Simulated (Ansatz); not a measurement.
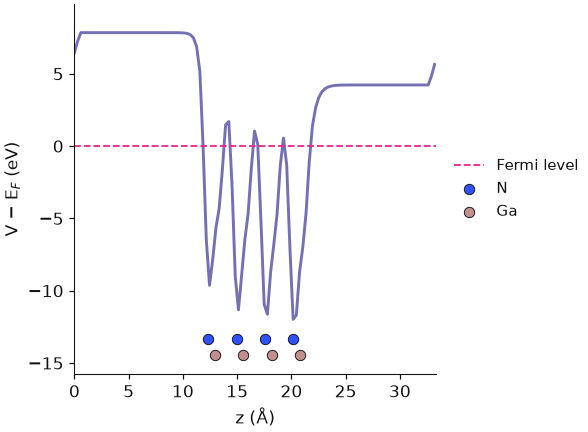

Plane-averaged electrostatic potential energy of an electron across the slab; circles at the bottom mark the heights of the atoms.

Structure: GaN (slab), 8 atoms in the cell; a = 3.21 Å, b = 3.21 Å, c = 33.35 Å, α = 90.00°, β = 90.00°, γ = 120.00°.

Ansatz; DFT PBEsol, scalar-relativistic, plane waves, PAW, no spin polarisation, 12×12×1 k mesh, 420 eV cutoff.

What is the work function?

The work function is 4.22 eV at the right face and 7.84 eV at the left.

How thick are slab and vacuum?

The outermost atoms are 8.5 Å apart, which leaves 24.8 Å of vacuum in a cell 33.4 Å high.

Do the two faces differ, and what does that say about the slab's dipole?

The vacuum level is 3.62 eV higher at the left than at the right, so the slab carries a dipole along its normal; the ramp in the vacuum, at or near the edge of the plot, is the dipole correction that keeps each side flat.

The atoms aren't at rest in this cell (largest force 2.4 eV/Å), so the relaxed material can differ.
